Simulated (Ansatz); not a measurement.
# HfS4: one candidate of a structure search

The task: take a trial cell of HfS4 to zero force and stress.

Method: DFT PBE, scalar-relativistic, plane waves, PAW, in Ansatz 0.2.0.

## (1) The system as given

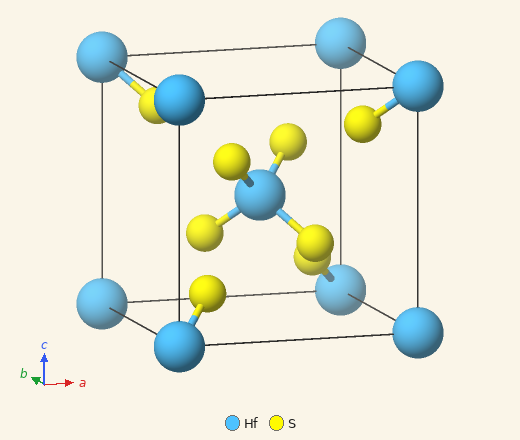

The starting structure, seen slightly off an axis (hafnium blue, sulfur yellow). Atoms on the faces are drawn again on the opposite ones. The cell drawn here is the conventional one.

As a file:

```xyz
5
Lattice="-3.2977 3.2977 3.2977 3.2977 -3.2977 3.2977 3.2977 3.2977 -3.2977" Properties=species:S:1:pos:R:3 pbc="T T T"
Hf    0.0000    0.0000    0.0000
S     1.1529    1.1529    1.1529
S    -2.1448    2.1448    2.1448
S     2.1448    2.1448   -2.1448
S     2.1448   -2.1448    2.1448
```

Recipe of the guess: species swapped into a database cell of GeF4 (I-43m, No. 217), with Hf on the Ge sites and S on the F sites. The dimensions are guesses.

## (2) A first look at the guess

Contents of input.yaml:

```yaml
crystal:
  lattice:
    - [-3.297653, 3.297653, 3.297653]
    - [3.297653, -3.297653, 3.297653]
    - [3.297653, 3.297653, -3.297653]
  atoms:
    - { symbol: Hf, position: [0.0, 0.0, 0.0] }
    - { symbol: S, position: [0.34959999, 0.34959999, 0.34959999] }
    - { symbol: S, position: [0.65040001, 0.0, 0.0] }
    - { symbol: S, position: [0.0, 0.0, 0.65040001] }
    - { symbol: S, position: [0.0, 0.65040001, 0.0] }
basis:
  ecutwfc: 420
kpoints:
  mp_grid: { grid: [4, 4, 4] }
hamiltonian:
  xc: pbe
scf:
  occupations: { method: gaussian, width: 0.1 }
  lower_state_search: "off"
output:
  forces: true
  stress: true
  eigenvalues: true
```

Command:

```console
$ ansatz run input.yaml --threads 1 --pin off --max-ram 2560MiB --backend cpu --events-out ev --progress --plain --runs-dir out
```

Standard output, cut to the lines that bear on the results:

```text
Warning: RAYON_NUM_THREADS=1 ignored (pool sized by the plan → 1); use --threads N
[...]
Pseudopotentials: kind: paw
Pseudopotential: Hf, paw, valence charge 26, recommended cutoff 420 eV (normal), Hf.paw.azcp
Pseudopotential: S, paw, valence charge 6, recommended cutoff 420 eV (normal), S.paw.azcp
Functional definition: PBE
[...]
Crystal: 5 atoms, lattice volume = 143.442 Å³
Basis set: ecut = 420 eV, 2779 PW (Γ), exchange–correlation on 80×80×80 points (8 copies of the dense FFT grid, shifted against one another)
Bands: 30, of which v1, the nominal top of the filled ones, is band 25 counted from 1 (24 counted from 0)
Symmetry: 24 space group operations
Space group: I-43m (ITA 217), of the structure as read, at distance tolerance 5.2e-5 Å
k-points: 8 of 64 (time reversal used)
[...]
SCF iter   1: F=—  HF=-19321.371514 eV  |F-HF|=—  |Δ(HF+E_count)|=         —  Δρ=5.09e-3  dr2=1.89e-2  ethr=1.77e-3  ⟨swp⟩=5.6  Hψ=975  notcnv=0
[...]
SCF iter   7: F=-19321.393146 eV  HF=-19321.393146 eV  |F-HF|=7.22e-9  |Δ(HF+E_count)|=   2.31e-7  Δρ=5.94e-6  dr2=7.26e-8  ethr=2.00e-10  ⟨swp⟩=3.8  Hψ=1130  notcnv=0
[...]
SCF converged after 7 iterations
Free energy (F): -19321.393146 eV
[...]
E sigma→0 (E₀):  -19321.373042 eV
Entropy (-TS):   -0.040207 eV (-8.041 meV/atom)
Fermi energy:    3.219579 eV
[...]
--- Forces (eV/Å), atoms counted from 1 ---
  atom   1  Hf     0.00000000    -0.00000000     0.00000000
  atom   2  S      6.28683016     6.28683016     6.28683016
  atom   3  S      6.28683016    -6.28683016    -6.28683016
  atom   4  S     -6.28683016    -6.28683016     6.28683016
  atom   5  S     -6.28683016     6.28683016    -6.28683016
[...]
--- Stress (GPa, compression-positive) ---
       30.050480      -0.000000       0.000000
        0.000000      30.050480       0.000000
        0.000000       0.000000      30.050480
  P = ⅓ Tr σ = 30.0505 GPa (300.505 kbar)
--- Band table (eV; the first three rows and the last of 8) ---
[...]
```

Run time: 4.5 s. Hardware: 1 thread of Intel Xeon Platinum 8259CL at 2.50GHz (Skylake/Cascade Lake), shared host; peak memory 0.4 GiB.

The probe gives pressure 30.1 GPa, largest force 10.89 eV/Å, gap on this mesh none (metal). A cheap, loose relaxation comes first.

## (3) Rough relaxation on the coarse mesh

input.yaml, as its differences from that of step 2:

```diff
@@ -24 +24,6 @@
   eigenvalues: true
+relax:
+  adjacent_minimum: "off"
+  f_tol: 0.04
+  max_steps: 70
+  cell: { stress_tol: 0.4 }
```

Command:

```console
$ ansatz run input.yaml --threads 1 --pin off --max-ram 2560MiB --backend cpu --events-out ev --progress --plain --runs-dir out
```

Standard output:

```text
Warning: RAYON_NUM_THREADS=1 ignored (pool sized by the plan → 1); use --threads N
Engine: ansatz 0.2.0, x86_64-unknown-linux-gnu
[... 4 set-up lines as earlier in the session ...]
  parameter kappa = 0.804
  parameter beta = 0.06672455060314922
  exchange = pbe_x(kappa = kappa, mu = beta*pi^2/3)
  correlation = pbe_c(beta = beta)
Crystal: 5 atoms, lattice volume = 143.442 Å³
Basis set: ecut = 420 eV, 2779 PW (Γ), exchange–correlation on 80×80×80 points (8 copies of the dense FFT grid, shifted against one another)
Bands: 30, of which v1, the nominal top of the filled ones, is band 25 counted from 1 (24 counted from 0)
[... 2 set-up lines as earlier in the session ...]
k-points: 8 of 64 (time reversal used)
Non-local potential: Hf, projectors of the file, l = 0: 3, l = 1: 2, l = 2: 2, l = 3: 3
Non-local potential: S, projectors of the file, l = 0: 2, l = 1: 2, l = 2: 2
PAW form: soft (Blöchl's): semilocal exchange-correlation on the pseudo side does not see the compensation charge
PAW one-centre angular grid: Hf, 590 points (default); XC on 64 Gauss nodes
PAW one-centre angular grid: S, 110 points (default); XC on 64 Gauss nodes
Initial density: superposition of atomic densities (neutral atoms: chi_scale 0, normalization atom), corrected by the library's trained network
Initial wavefunctions: pseudopotential atomic-orbital guess
Functional: x = pbe(κ = 0.804, μ = 0.2195149727645171), c = pbe(β = 0.06672455060314922)
SCF iter   1: F=—  HF=-19321.371514 eV  |F-HF|=—  |Δ(HF+E_count)|=         —  Δρ=5.09e-3  dr2=1.89e-2  ethr=1.77e-3  ⟨swp⟩=5.6  Hψ=975  notcnv=0
preconditioner: auto → LDOS  [insulator: Δε(μ)=0.111 eV  Ē_g=9.311 eV  σ=0.100 eV  W_gap=0.51  n_scr=18 (ndim 8)  ℏωp=20.1 eV  f_vac=0.164  D(μ)=7.98/eV (n_scr^D=78)  ε∞_Penn≈5.7  β→1.0]
SCF iter   2: F=—  HF=-19321.396731 eV  |F-HF|=—  |Δ(HF+E_count)|=   2.52e-2  Δρ=1.73e-3  dr2=5.62e-3  ethr=3.78e-5  ⟨swp⟩=2.0  Hψ=534  notcnv=0  defer=1
SCF iter   3: F=—  HF=-19321.393768 eV  |F-HF|=—  |Δ(HF+E_count)|=   2.96e-3  Δρ=9.65e-4  dr2=8.35e-4  ethr=1.12e-5  ⟨swp⟩=2.0  Hψ=440  notcnv=0  defer=1
SCF iter   4: F=—  HF=-19321.393208 eV  |F-HF|=—  |Δ(HF+E_count)|=   5.60e-4  Δρ=2.91e-4  dr2=1.85e-4  ethr=1.67e-6  ⟨swp⟩=2.0  Hψ=422  notcnv=0  defer=1
SCF iter   5: F=—  HF=-19321.393201 eV  |F-HF|=—  |Δ(HF+E_count)|=   6.53e-6  Δρ=9.79e-5  dr2=2.32e-5  ethr=3.71e-7  ⟨swp⟩=2.0  Hψ=331  notcnv=0  defer=1
SCF iter   6: F=—  HF=-19321.393146 eV  |F-HF|=—  |Δ(HF+E_count)|=   5.54e-5  Δρ=2.84e-5  dr2=1.36e-6  ethr=4.64e-8  ⟨swp⟩=2.0  Hψ=408  notcnv=0  defer=1
SCF iter   7: F=-19321.393146 eV  HF=-19321.393146 eV  |F-HF|=7.25e-9  |Δ(HF+E_count)|=   2.31e-7  Δρ=5.94e-6  dr2=7.26e-8  ethr=2.00e-10  ⟨swp⟩=3.8  Hψ=1130  notcnv=0
SCF 1 converged in 7 iterations: F = -19321.393146 eV  dr2 = 7.26e-8
relax step   1: F+E_penalty+E_count = -19321.39314568 eV  Δ(F+E_penalty+E_count) = +0.000e0 eV  max|allowed force component| = 6.287e0 eV/Å  Δτ_max = 0.0000 Å  P = +30.050 GPa  Ω = 143.442 Å³  (7 SCF iters, dr2 threshold 1.00e-7 eV, accepted)
Crystal: 5 atoms, lattice volume = 150.589 Å³
Basis set: ecut = 420 eV, 2899 PW (Γ), exchange–correlation on 80×80×80 points (8 copies of the dense FFT grid, shifted against one another)
Initial density: handed on by an earlier stage of this run
Initial wavefunctions: those handed on with the density
SCF iter   1: F=—  HF=-19328.292090 eV  |F-HF|=—  |Δ(HF+E_count)|=         —  Δρ=2.67e-2  dr2=3.07e0  ethr=3.10e-3  ⟨swp⟩=6.9  Hψ=1031  notcnv=0
preconditioner: auto → LDOS  [metal: Δε(μ)=0.078 eV  Ē_g=8.949 eV  σ=0.100 eV  W_gap=0.37  n_scr=18 (ndim 8)  ℏωp=19.6 eV  f_vac=0.156  D(μ)=6.87/eV (n_scr^D=54)  β→1.0]
SCF iter   2: F=—  HF=-19327.557451 eV  |F-HF|=—  |Δ(HF+E_count)|=   7.35e-1  Δρ=1.47e-2  dr2=2.09e-1  ethr=3.10e-3  ⟨swp⟩=3.5  Hψ=506  notcnv=0  defer=1
SCF iter   3: F=—  HF=-19327.599097 eV  |F-HF|=—  |Δ(HF+E_count)|=   4.16e-2  Δρ=7.32e-3  dr2=5.86e-2  ethr=4.19e-4  ⟨swp⟩=2.5  Hψ=484  notcnv=0  defer=1
SCF iter   4: F=—  HF=-19327.514279 eV  |F-HF|=—  |Δ(HF+E_count)|=   8.48e-2  Δρ=2.04e-3  dr2=1.23e-2  ethr=1.17e-4  ⟨swp⟩=2.6  Hψ=522  notcnv=0  defer=1
SCF iter   5: F=—  HF=-19327.511343 eV  |F-HF|=—  |Δ(HF+E_count)|=   2.94e-3  Δρ=4.64e-4  dr2=3.11e-4  ethr=2.45e-5  ⟨swp⟩=2.0  Hψ=324  notcnv=0  defer=1
SCF iter   6: F=—  HF=-19327.511434 eV  |F-HF|=—  |Δ(HF+E_count)|=   9.06e-5  Δρ=1.20e-4  dr2=1.66e-5  ethr=6.21e-7  ⟨swp⟩=2.1  Hψ=396  notcnv=0  defer=1
SCF iter   7: F=—  HF=-19327.511449 eV  |F-HF|=—  |Δ(HF+E_count)|=   1.52e-5  Δρ=2.07e-5  dr2=5.96e-7  ethr=3.31e-8  ⟨swp⟩=2.4  Hψ=435  notcnv=0  defer=1
SCF iter   8: F=-19327.511450 eV  HF=-19327.511450 eV  |F-HF|=9.90e-10  |Δ(HF+E_count)|=   8.53e-7  Δρ=3.00e-6  dr2=2.03e-8  ethr=1.00e-9  ⟨swp⟩=7.5  Hψ=1127  notcnv=0
SCF 2 converged in 8 iterations: F = -19327.511450 eV  dr2 = 2.03e-8
relax step   2: F+E_penalty+E_count = -19327.51144976 eV  Δ(F+E_penalty+E_count) = -6.118e0 eV  max|allowed force component| = 1.909e0 eV/Å  Δτ_max = 0.1989 Å  P = +7.246 GPa  Ω = 150.589 Å³  energy of the carried Pulay correction = -2.465e-3 eV  (8 SCF iters, dr2 threshold 5.00e-7 eV, accepted)
Crystal: 5 atoms, lattice volume = 131.056 Å³
Basis set: ecut = 420 eV, 2587 PW (Γ), exchange–correlation on 80×80×80 points (8 copies of the dense FFT grid, shifted against one another)
iter 1 solved again at ethr=3.06e-4 eV; its pass at ethr=3.10e-3 eV (dr2=1.53e-1 eV) is discarded
SCF iter   1: F=—  HF=-19328.916191 eV  |F-HF|=—  |Δ(HF+E_count)|=         —  Δρ=1.32e-2  dr2=1.55e-1  ethr=3.06e-4  ⟨swp⟩=1.0  Hψ=1238  notcnv=0
preconditioner: auto → LDOS  [metal: Δε(μ)=0.076 eV  Ē_g=9.307 eV  σ=0.100 eV  W_gap=0.41  n_scr=18 (ndim 8)  ℏωp=21.0 eV  f_vac=0.076  D(μ)=8.28/eV (n_scr^D=78)  β→1.0]
SCF iter   2: F=—  HF=-19328.890053 eV  |F-HF|=—  |Δ(HF+E_count)|=   2.61e-2  Δρ=5.27e-3  dr2=6.54e-2  ethr=3.06e-4  ⟨swp⟩=2.0  Hψ=448  notcnv=0
SCF iter   3: F=—  HF=-19328.874388 eV  |F-HF|=—  |Δ(HF+E_count)|=   1.57e-2  Δρ=1.90e-3  dr2=6.97e-3  ethr=1.31e-4  ⟨swp⟩=2.0  Hψ=320  notcnv=0
SCF iter   4: F=—  HF=-19328.873791 eV  |F-HF|=—  |Δ(HF+E_count)|=   5.98e-4  Δρ=5.88e-4  dr2=8.00e-4  ethr=1.39e-5  ⟨swp⟩=2.0  Hψ=412  notcnv=0
SCF iter   5: F=—  HF=-19328.873722 eV  |F-HF|=—  |Δ(HF+E_count)|=   6.87e-5  Δρ=3.11e-4  dr2=8.23e-5  ethr=1.60e-6  ⟨swp⟩=2.0  Hψ=438  notcnv=0
SCF iter   6: F=—  HF=-19328.873619 eV  |F-HF|=—  |Δ(HF+E_count)|=   1.03e-4  Δρ=5.88e-5  dr2=2.12e-6  ethr=1.65e-7  ⟨swp⟩=2.0  Hψ=428  notcnv=0
SCF iter   7: F=-19328.873621 eV  HF=-19328.873621 eV  |F-HF|=3.50e-8  |Δ(HF+E_count)|=   2.17e-6  Δρ=9.65e-6  dr2=1.11e-7  ethr=1.00e-9  ⟨swp⟩=6.4  Hψ=1074  notcnv=0
SCF 3 converged in 7 iterations: F = -19328.873621 eV  dr2 = 1.11e-7
relax step   3: F+E_penalty+E_count = -19328.87362139 eV  Δ(F+E_penalty+E_count) = -1.362e0 eV  max|allowed force component| = 1.173e0 eV/Å  Δτ_max = 0.1909 Å  P = +3.142 GPa  Ω = 131.056 Å³  energy of the carried Pulay correction = +4.576e-3 eV  (7 SCF iters, dr2 threshold 5.00e-7 eV, accepted)
[... 12 lines left out ...]
relax step   4: F+E_penalty+E_count = -19329.96133062 eV  Δ(F+E_penalty+E_count) = -1.088e0 eV  max|allowed force component| = 8.649e-1 eV/Å  Δτ_max = 0.1913 Å  P = +1.395 GPa  Ω = 114.899 Å³  energy of the carried Pulay correction = +1.121e-2 eV  (7 SCF iters, dr2 threshold 5.00e-7 eV, accepted)
[... 12 lines left out ...]
relax step   5: F+E_penalty+E_count = -19330.64104779 eV  Δ(F+E_penalty+E_count) = -6.797e-1 eV  max|allowed force component| = 3.957e-1 eV/Å  Δτ_max = 0.1945 Å  P = +3.595 GPa  Ω = 102.704 Å³  energy of the carried Pulay correction = +1.679e-2 eV  (7 SCF iters, dr2 threshold 5.00e-7 eV, accepted)
[... 12 lines left out ...]
relax step   6: F+E_penalty+E_count = -19330.76920159 eV  Δ(F+E_penalty+E_count) = -1.282e-1 eV  max|allowed force component| = 2.682e-2 eV/Å  Δτ_max = 0.0905 Å  P = -0.360 GPa  Ω = 106.595 Å³  energy of the carried Pulay correction = +1.495e-2 eV  (7 SCF iters, dr2 threshold 5.00e-7 eV, accepted)
[... 11 lines left out ...]
relax step   7: F+E_penalty+E_count = -19330.76715593 eV  Δ(F+E_penalty+E_count) = +2.046e-3 eV  max|allowed force component| = 2.685e-2 eV/Å  Δτ_max = 0.0000 Å  P = -0.427 GPa  Ω = 106.595 Å³  stress off target by 4.27e-1 GPa  SCF on the basis re-selected at this cell (its energy is not comparable with the rows above)  (6 SCF iters)
[... 11 lines left out ...]
relax step   8: F+E_penalty+E_count = -19330.76856538 eV  Δ(F+E_penalty+E_count) = -1.409e-3 eV  max|allowed force component| = 3.931e-4 eV/Å  Δτ_max = 0.0070 Å  P = +0.037 GPa  Ω = 105.990 Å³  energy of the carried Pulay correction = +6.158e-5 eV  (6 SCF iters, dr2 threshold 4.56e-7 eV, accepted)
iter 1 solved again at ethr=2.89e-7 eV; its pass at ethr=3.10e-3 eV (dr2=1.45e-4 eV) is discarded
SCF iter   1: F=—  HF=-19330.768545 eV  |F-HF|=—  |Δ(HF+E_count)|=         —  Δρ=8.67e-6  dr2=5.47e-8  ethr=2.89e-7  ⟨swp⟩=3.1  Hψ=1574  notcnv=0
eigensolver tolerance schedule: the retry pair's looser diagonalisation over-reported the residual by 2643.22 of it (diagonalisation noise at 0.33 of the residual, at the tolerance the schedule requests for it); recorded, not acted on — ethr = c·dr2/N_el stays at c = 1.0e-1
preconditioner: auto → Resta (q_TF=auto, 2.407 Å⁻¹)  ε∞=6.6  [insulator: Δε(μ)=0.259 eV  Ē_g=9.885 eV  σ=0.100 eV  W_gap=0.76  n_scr=18 (ndim 8)  ℏωp=23.4 eV  f_vac=0.034  D(μ)=0.76/eV (n_scr^D=0)  ε∞_Penn≈6.6]
SCF iter   2: F=—  HF=-19330.768479 eV  |F-HF|=—  |Δ(HF+E_count)|=   6.62e-5  Δρ=5.24e-6  dr2=2.93e-8  ethr=1.09e-10  ⟨swp⟩=2.6  Hψ=462  notcnv=0
SCF iter   3: F=—  HF=-19330.768479 eV  |F-HF|=—  |Δ(HF+E_count)|=   2.95e-8  Δρ=3.26e-6  dr2=1.48e-8  ethr=5.86e-11  ⟨swp⟩=2.1  Hψ=381  notcnv=0
SCF iter   4: F=-19330.768479 eV  HF=-19330.768479 eV  |F-HF|=1.30e-9  |Δ(HF+E_count)|=   3.21e-8  Δρ=8.89e-7  dr2=1.08e-9  ethr=6.40e-12  ⟨swp⟩=3.2  Hψ=1030  notcnv=0
SCF 9 converged in 4 iterations: F = -19330.768479 eV  dr2 = 1.08e-9
relax step   9: F+E_penalty+E_count = -19330.76847915 eV  Δ(F+E_penalty+E_count) = +8.624e-5 eV  max|allowed force component| = 3.992e-4 eV/Å  Δτ_max = 0.0000 Å  P = +0.038 GPa  Ω = 105.990 Å³  stress off target by 3.76e-2 GPa  SCF on the basis re-selected at this cell (its energy is not comparable with the rows above)  (4 SCF iters)
basis re-selected at this cell: Δ(F+E_penalty+E_count) = +8.624e-5 eV, ΔP = +0.000 GPa vs the last step (what re-selecting the basis moved, of the pressure what is left beyond the Pulay correction that the steps carried, after the strain that the cell walked since its last selection, with what the two solves' SCF thresholds leave and, on support functions, any second-order correction that the steps lacked; it is no measure of the basis error at this ecutwfc). This SCF's stress stands 3.76e-2 GPa from its target on what of the cell is left free (relax.cell.stress_tol is 4.00e-1 GPa) and its largest allowed force component is 3.99e-4 eV/Å (relax.f_tol is 4.00e-2 eV/Å): within both
SCF converged after 4 iterations
Free energy (F): -19330.768479 eV
Harris-Foulkes:  -19330.768479 eV  (|F-HF|=1.30e-9)
Internal energy: -19330.764675 eV  (E = F + TS)
E sigma→0 (E₀):  -19330.766577 eV
Entropy (-TS):   -0.003804 eV (-0.761 meV/atom)
Fermi energy:    8.407188 eV
--- Per-component energies (eV) ---
  E_band       = -232.781737
  E_kinetic    = 840.579979
  E_local      = -8198.833543  (includes V_loc(G=0)·N_el)
  E_nonlocal   = -1128.559010
  E_hartree    = 3728.545441
  E_xc         = -684.052627
  E_vxc        = -610.192455  (∫ρ·V_xc dr)
  E_paw        = -9326.873231  (= ΣΔE_a)
  E_vpaw       = 1407.132804  (= ΣTr[D̂ρ^β])
  E_aug_tail   = 0.000005  (compensation charges beyond the density's cutoff)
  E_ewald      = -4561.571691
  E_smearing   = -0.003804  (= −TS)
  E_closure    = -0.000000  (closes the sum)
  Σ components = -19330.768479   (vs F -19330.768479, Δ=0.00e0)
--- Forces (eV/Å), atoms counted from 1 ---
  atom   1  Hf     0.00000000     0.00000000     0.00000000
  atom   2  S     -0.00039917    -0.00039917    -0.00039917
  atom   3  S     -0.00039917     0.00039917     0.00039917
  atom   4  S      0.00039917     0.00039917    -0.00039917
  atom   5  S      0.00039917    -0.00039917     0.00039917
  max |Σ_I F_I| component: 2.71e-19 eV/Å
--- Stress (GPa, compression-positive) ---
        0.037595      -0.000000       0.000000
       -0.000000       0.037595       0.000000
        0.000000       0.000000       0.037595
  P = ⅓ Tr σ = 0.0376 GPa (0.376 kbar)
--- Band table (eV; the first three rows and the last of 8) ---
  k-point 0: bands = ["-54.3219", "-22.9954", "-22.9954", "-22.9954", "-6.1085", "-4.2816", "-4.2774", "-4.2774", "-4.2774", "-4.2681", "-4.2681", "-4.2681", "-3.5685", "-3.5685", "-3.5685", "3.9490", "3.9490", "3.9490", "4.4886", "4.4886", "4.4886", "8.4569", "8.4569", "8.4569", "8.5301", "8.5301", "8.9351", "10.2137", "10.2137", "10.8881"]
  k-point 1: bands = ["-54.3219", "-23.0000", "-22.9975", "-22.9953", "-5.7428", "-4.3236", "-4.2988", "-4.2785", "-4.2775", "-4.2677", "-4.2674", "-4.2671", "-3.8621", "-3.6489", "-3.4196", "3.2301", "3.9967", "4.0541", "4.4544", "4.6340", "5.2221", "6.9422", "7.0359", "7.2652", "8.6200", "9.1157", "9.6813", "9.7900", "9.9396", "11.0466"]
  k-point 2: bands = ["-54.3218", "-23.0046", "-22.9997", "-22.9952", "-5.0147", "-4.6571", "-4.3559", "-4.2785", "-4.2775", "-4.2673", "-4.2664", "-4.2660", "-4.1914", "-3.7256", "-3.2756", "2.6576", "3.9653", "4.1679", "4.6976", "5.3441", "5.6397", "5.9040", "6.3899", "7.0177", "7.0988", "8.9827", "9.1424", "10.6510", "11.0105", "11.0409"]
  k-point 7: bands = ["-54.3218", "-23.0041", "-23.0041", "-23.0041", "-4.5350", "-4.5350", "-4.5350", "-4.3391", "-4.2653", "-4.2653", "-4.2653", "-4.1307", "-4.1307", "-4.1307", "-1.9579", "1.2542", "2.7290", "2.7290", "3.6001", "3.6001", "3.6001", "8.1390", "8.1390", "8.1390", "9.5129", "9.5129", "9.5129", "11.6773", "11.6773", "14.4980"]
--- Relaxed structure (7 steps of the walk, 7 accepted, 2 SCFs on fresh bases) ---
  F+E_penalty+E_count = -19330.76847915 eV   max|allowed force component| = 3.992e-4 eV/Å   (the final SCF, on the basis selected at the relaxed cell)
  cell:  # Å, volume = 105.9899 Å³
    - [-2.98127127922902, 2.98127127922902, 2.98127127922902]
    - [2.98127127922902, -2.98127127922902, 2.98127127922902]
    - [2.98127127922902, 2.98127127922902, -2.98127127922902]
  atoms:
    - { symbol: Hf, position: [4.15577850677945e-18, 1.4992365499141076e-18, 1.0783982201136572e-18] }
    - { symbol: S, position: [0.500017828031635, 0.500017828031635, 0.500017828031635] }
    - { symbol: S, position: [0.4999821719683652, 0.0, 0.0] }
    - { symbol: S, position: [0.0, 0.0, 0.4999821719683652] }
    - { symbol: S, position: [0.0, 0.4999821719683652, 0.0] }
```

It took 40 s on 1 thread of Intel Xeon Platinum 8259CL at 2.50GHz (Skylake/Cascade Lake), shared host; peak memory 0.44 GiB.

Step by step:

```
step  energy from step 1 (eV/cell)  largest force component (eV/Å)  pressure (GPa)  volume (Å³)
   1                        0.0000                          6.2868           30.05       143.44
   2                       -6.1183                          1.9085            7.25       150.59
   3                       -7.4805                          1.1735            3.14       131.06
   4                       -8.5682                          0.8649            1.40       114.90
   5                       -9.2479                          0.3957            3.60       102.70
   6                       -9.3761                          0.0268           -0.36       106.60
   7                       -9.3740                          0.0268           -0.43       106.60
   8                       -9.3754                          0.0004            0.04       105.99
   9                       -9.3753                          0.0004            0.04       105.99
```

Step 1 is the start. Steps 7, 9 each repeat the geometry before them on a plane-wave basis chosen anew, so the energy can jump there without any move.

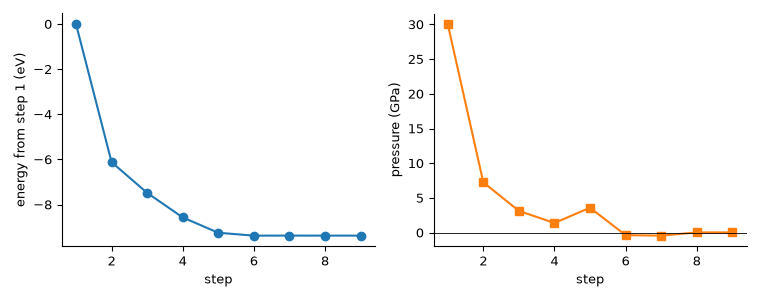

Energy and pressure along the relaxation.

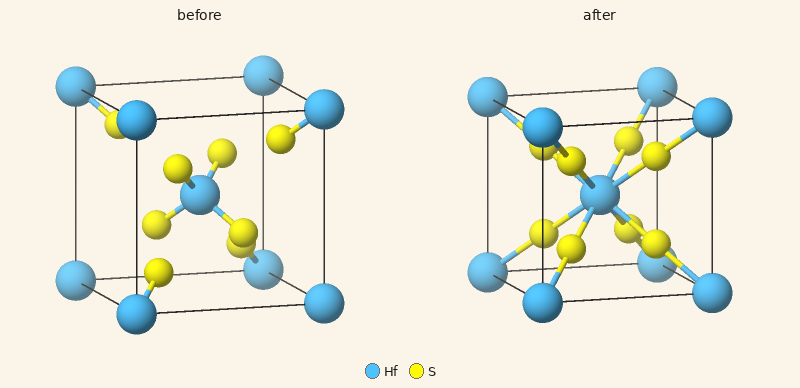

The structure before (left) and after (right) the relaxation, drawn at the same scale.

Lengths and angles in the start's conventional setting:

|  | before | after | change |
| --- | --- | --- | --- |
| a (Å) | 6.595 | 5.963 | -9.6 % |
| b (Å) | 6.595 | 5.963 | -9.6 % |
| c (Å) | 6.595 | 5.963 | -9.6 % |
| volume (Å³/atom) | 28.69 | 21.20 | -26.1 % |
| shortest distance (Å) | 1.997 | 2.582 | +29.3 % |
| space group (0.01 Å) | I-43m | Im-3m | changed |

(Part 1 of 2 ends here.)
